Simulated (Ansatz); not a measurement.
**ZnSe: band-structure calculation**

The run: band-structure calculation of ZnSe (F-43m, 2 atoms in the cell). Method and program: DFT PBE, scalar-relativistic, plane waves, PAW, no spin polarisation (Ansatz 0.2.0).

The structure was made by a generator, so it may or may not be a known phase. Figures and captions count atoms from 1; the log counts them from 0 in places.

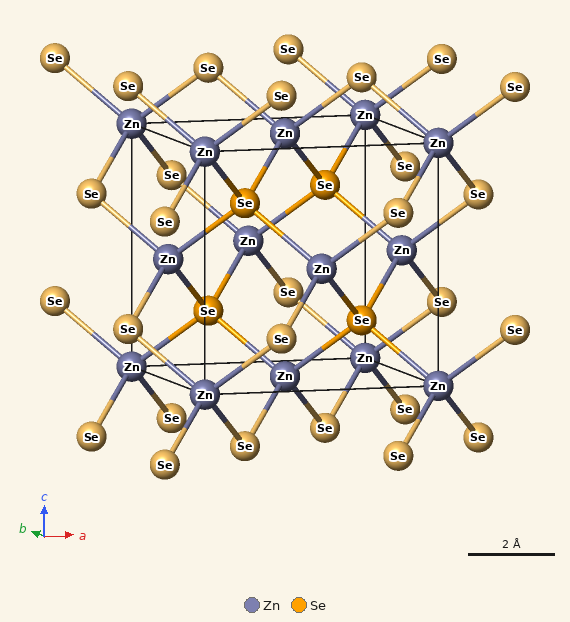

Fig. 1: The structure as given in the input (ball-and-stick view of the cell 4 times as large as that of the calculation, set on its symmetry axes, seen slightly off an axis; neighbours outside the cell are drawn fainter). An atom can appear more than once, as a periodic image.

Key numbers

- outcome: converged
- space group (tolerance 0.01 Å): F-43m (216)
- electrons treated: 28
- free energy: −8789.5364 eV
- Fermi energy: 6.901 eV
- gap on the k-point mesh: 1.15 eV
- gap on the band path: 1.15 eV
- pressure: 0.03 GPa
- largest force (length of the vector): under 0.001 eV/Å
- hardware: 1 thread of Arm Neoverse V1, 24 GiB of memory available, shared host
- wall time: 25 s
- peak memory: 0.32 GiB

Input file
```yaml
crystal:
  lattice:
    - [0.0, 2.8659201419, 2.8659201419]
    - [2.8659201419, 0.0, 2.8659201419]
    - [2.8659201419, 2.8659201419, 0.0]
  atoms:
    - { symbol: Zn, position: [0.0, 0.0, 0.0] }
    - { symbol: Se, position: [0.25, 0.25, 0.25] }
basis:
  ecutwfc: 420
kpoints:
  mp_grid: { grid: [8, 8, 8] }
  band_path:
    path:
      - [[0.0, 0.0, 0.0], [-0.5, -0.5, 0.0], [-0.375, -0.375, 0.25]]
      - [[-0.375, 0.0, 0.375], [0.0, 0.0, 0.0], [0.0, 0.0, 0.5], [-0.5, -0.25, 0.25], [-0.5, -0.5, 0.0]]
    npoints: 14
hamiltonian:
  xc: pbe
scf:
  occupations: { method: gaussian, width: 0.02 }
  n_extra_bands: 6
output:
  forces: true
  stress: true
  eigenvalues: true
  populations: true
  dos: { projected: true, de: 0.02, nscf_kmesh: { grid: [12, 12, 12] } }
  bader: true
  write_density: true
  write_potential: true
  elf: true
  volumetric_format: npy
```

Launched with:
```bash
ansatz run input.yaml --threads 1 --pin off --max-ram 2560MiB --backend cpu --events-out ev --progress --plain --runs-dir out
```

Output
```
scf.n_extra_bands = 6 over 14 filled bands (N_el = 28.0): the run solves 20 bands
Engine: ansatz 0.2.0, aarch64-unknown-linux-gnu
Pseudopotentials: kind: paw
Pseudopotential: Zn, paw, valence charge 12, recommended cutoff 420 eV (normal), Zn.paw.azcp
Pseudopotential: Se, paw, valence charge 16, recommended cutoff 420 eV (normal), Se.paw.azcp
Functional definition: PBE
  parameter kappa = 0.804
  parameter beta = 0.06672455060314922
  exchange = pbe_x(kappa = kappa, mu = beta*pi^2/3)
  correlation = pbe_c(beta = beta)
Crystal: 2 atoms, lattice volume = 47.078 Å³
Basis set: ecut = 420 eV, 941 PW (Γ), exchange–correlation on 60×60×60 points (8 copies of the dense FFT grid, shifted against one another)
Bands: 20, of which v1, the nominal top of the filled ones, is band 14 counted from 1 (13 counted from 0)
Symmetry: 24 space group operations
Space group: F-43m (ITA 216), of the structure as read, at distance tolerance 3.6e-5 Å
k-points: 29 of 512 (time reversal used)
Non-local potential: Zn, projectors of the file, l = 0: 2, l = 1: 2, l = 2: 3, l = 3: 1
Non-local potential: Se, projectors of the file, l = 0: 2, l = 1: 2, l = 2: 3, l = 3: 1
PAW form: soft (Blöchl's): semilocal exchange-correlation on the pseudo side does not see the compensation charge
PAW one-centre angular grid: Zn, 590 points (default); XC on 64 Gauss nodes
PAW one-centre angular grid: Se, 590 points (default); XC on 64 Gauss nodes
Initial density: superposition of atomic densities (neutral atoms: chi_scale 0, normalization atom), corrected by the library's trained network
Initial wavefunctions: pseudopotential atomic-orbital guess
Functional: x = pbe(κ = 0.804, μ = 0.2195149727645171), c = pbe(β = 0.06672455060314922)
SCF iter   1: F=—  HF=-8789.536558 eV  |F-HF|=—  |Δ(HF+E_count)|=         —  Δρ=7.88e-4  dr2=4.88e-4  ethr=1.77e-3  ⟨swp⟩=6.0  Hψ=2967  notcnv=0
preconditioner: auto → none  [insulator: Δε(μ)=1.147 eV  Ē_g=13.440 eV  σ=0.020 eV  W_gap=1.00  n_scr=14 (ndim 8)  ℏωp=23.0 eV  f_vac=0.132  D(μ)=0.00/eV (n_scr^D=0)  ε∞_Penn≈3.9]
SCF iter   2: F=—  HF=-8789.536339 eV  |F-HF|=—  |Δ(HF+E_count)|=   2.19e-4  Δρ=4.63e-4  dr2=5.32e-5  ethr=1.74e-6  ⟨swp⟩=2.3  Hψ=1123  notcnv=0  defer=43
SCF iter   3: F=—  HF=-8789.536353 eV  |F-HF|=—  |Δ(HF+E_count)|=   1.34e-5  Δρ=1.96e-4  dr2=1.23e-5  ethr=1.90e-7  ⟨swp⟩=2.0  Hψ=768  notcnv=0  defer=43
SCF iter   4: F=—  HF=-8789.536355 eV  |F-HF|=—  |Δ(HF+E_count)|=   2.33e-6  Δρ=7.77e-5  dr2=1.24e-6  ethr=4.39e-8  ⟨swp⟩=2.0  Hψ=768  notcnv=0  defer=43
iter 5 did not close the SCF: its close was put off for the readings that it lacked (scf_convergence_deferred on its scf_iter line)
SCF iter   5: F=-8789.536360 eV  HF=-8789.536360 eV  |F-HF|=4.20e-8  |Δ(HF+E_count)|=   5.10e-6  Δρ=1.13e-5  dr2=6.99e-8  ethr=4.42e-9  ⟨swp⟩=2.0  Hψ=799  notcnv=0  defer=43
SCF iter   6: F=-8789.536360 eV  HF=-8789.536360 eV  |F-HF|=1.10e-9  |Δ(HF+E_count)|=   7.60e-9  Δρ=3.92e-6  dr2=6.23e-9  ethr=2.50e-10  ⟨swp⟩=8.0  Hψ=3672  notcnv=0
SCF 1 converged in 6 iterations: F = -8789.536360 eV  dr2 = 6.23e-9
  greatest PAW one-centre occupation: 1.000 electrons in one spin orbital (limit 2), on the Se atom at site 1 (counted from 0), in its partial waves of l = 2
NSCF: frozen V_eff on 86 k-points
NSCF: frozen V_eff on 72 k-points
SCF converged after 6 iterations
Free energy (F): -8789.536360 eV
Harris-Foulkes:  -8789.536360 eV  (|F-HF|=1.10e-9)
Internal energy: -8789.536360 eV  (E = F + TS)
E sigma→0 (E₀):  -8789.536360 eV
Fermi energy:    6.900753 eV
--- Per-component energies (eV) ---
  E_band       = -391.606686
  E_kinetic    = 249.347332
  E_local      = -4441.557910  (includes V_loc(G=0)·N_el)
  E_nonlocal   = 18.687344
  E_hartree    = 2055.234900
  E_xc         = -241.035040
  E_vxc        = -149.662924  (∫ρ·V_xc dr)
  E_paw        = -3739.764497  (= ΣΔE_a)
  E_vpaw       = -178.885372  (= ΣTr[D̂ρ^β])
  E_aug_tail   = -0.000935  (compensation charges beyond the density's cutoff)
  E_ewald      = -2690.447554
  E_smearing   = -0.000000  (= −TS)
  E_closure    = 0.000000  (closes the sum)
  Σ components = -8789.536360   (vs F -8789.536360, Δ=0.00e0)
--- Forces (eV/Å), atoms counted from 1 ---
  atom   1  Zn     0.00000000    -0.00000000     0.00000000
  atom   2  Se    -0.00000000    -0.00000000    -0.00000000
  max |Σ_I F_I| component: 1.67e-16 eV/Å
--- Stress (GPa, compression-positive) ---
        0.029883       0.000000      -0.000000
        0.000000       0.029883       0.000000
       -0.000000       0.000000       0.029883
  P = ⅓ Tr σ = 0.0299 GPa (0.299 kbar)
--- Band table (eV; the first three rows and the last of 29) ---
  k-point 0: bands = ["-40.4596", "-40.4596", "-40.4596", "-40.4558", "-40.4558", "-6.7274", "-0.0999", "-0.0999", "-0.0999", "0.2410", "0.2410", "6.3233", "6.3233", "6.3233", "7.4778", "12.1425", "12.1425", "12.1425", "16.1203", "17.7389"]
  k-point 1: bands = ["-40.4596", "-40.4596", "-40.4596", "-40.4557", "-40.4557", "-6.6332", "-0.0911", "-0.0853", "-0.0853", "0.2398", "0.2398", "5.0278", "6.1808", "6.1808", "8.4726", "12.0587", "12.3849", "12.3849", "16.9735", "16.9735"]
  k-point 2: bands = ["-40.4596", "-40.4595", "-40.4595", "-40.4557", "-40.4557", "-6.3896", "-0.0530", "-0.0530", "-0.0329", "0.2413", "0.2413", "3.3642", "5.8746", "5.8746", "8.9823", "12.7525", "12.7525", "12.7936", "16.7344", "16.7344"]
  k-point 28: bands = ["-40.4595", "-40.4595", "-40.4593", "-40.4558", "-40.4557", "-5.7426", "0.0150", "0.0901", "0.2134", "0.2151", "0.5148", "1.8029", "3.6992", "3.8168", "11.7188", "11.8068", "13.2172", "14.0397", "17.7792", "19.9517"]
--- Löwdin populations: 2 sites ---
  site symbol       q [e]
     0     Zn     10.7748
     1     Se     17.0314
  spilling = 0.006922 (of n_electrons = 28.000000)
--- Bader charges: 2 sites ---
  site symbol  charge [e]  shift [e]
     0     Zn      0.7460     0.0004
     1     Se     -0.7460     0.0004
  estimated error of the sums over rays = 1.9e-4 e
```

File populations.tsv
```
# site	symbol	l	j	q
# orbitals = lowdin
# n_electrons = 28.000000
# spilling = 0.006922
0	Zn	0_4S	-	0.792279
0	Zn	2_3D	-	9.982506
1	Se	0_4S	-	1.893935
1	Se	1_4P	-	5.137554
1	Se	2_3D	-	9.999904
```

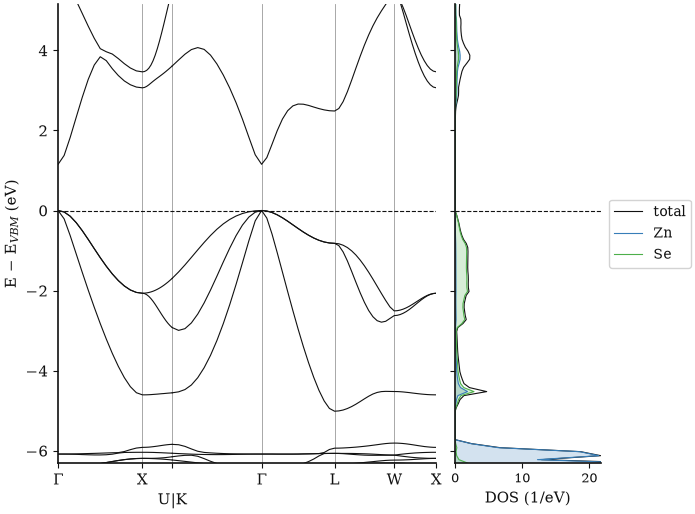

Fig. 2: Band structure along Γ–X–U|K–Γ–L–W–X and density of states (projected on Löwdin-orthogonalised atomic shells), with energies from the valence-band top. There is a gap of 1.15 eV on this path, direct, at Γ.

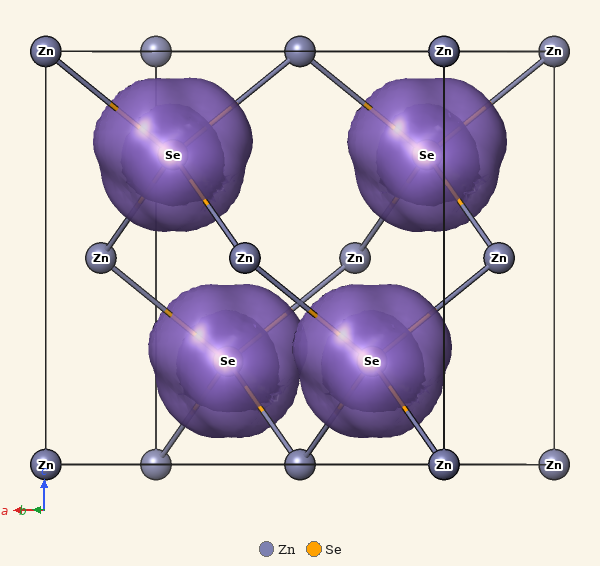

Fig. 3: Isosurface of the ELF at 0.75 (purple), seen at an oblique angle. Core shells and regions of very low density are left out. Sticks mark near contacts. The outline is the cell set on symmetry axes. Profiles from the grid: Zn–Se (2.48 Å): the ELF is about 0.60 at the midpoint. Core electrons are frozen (PAW), so the fields are smoothed inside the atomic spheres.

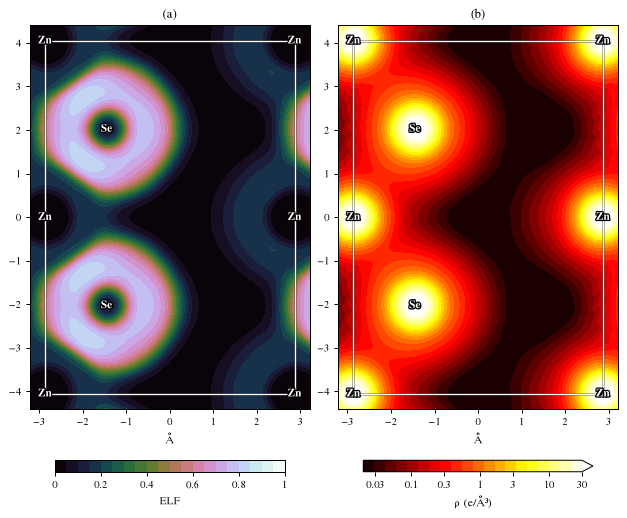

Fig. 4: (a) electron localisation function; (b) valence pseudo-density on the (110) plane of the conventional cell. Atoms in the plane: Zn and Se. Zn–Se (2.48 Å): ρ at the midpoint is about 0.44 e/Å³; the ELF is about 0.60 at the midpoint. Away from the nuclei the density in this plane falls to 0.01 e/Å³ at its lowest.

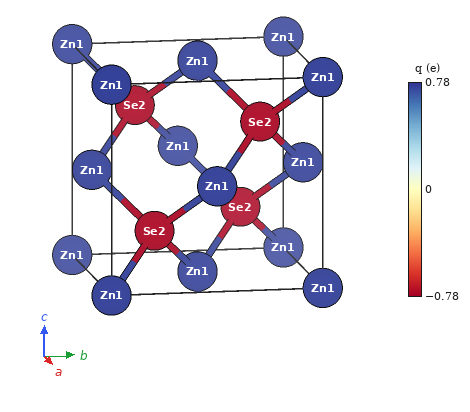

Fig. 5: Bader charges, as the colour of each atom (ball-and-stick view of the cell 4 times as large as that of the calculation, set on its symmetry axes, seen slightly off an axis; atoms are numbered from 1 in the order of the input). By element: Zn +0.75 and Se −0.75 e.
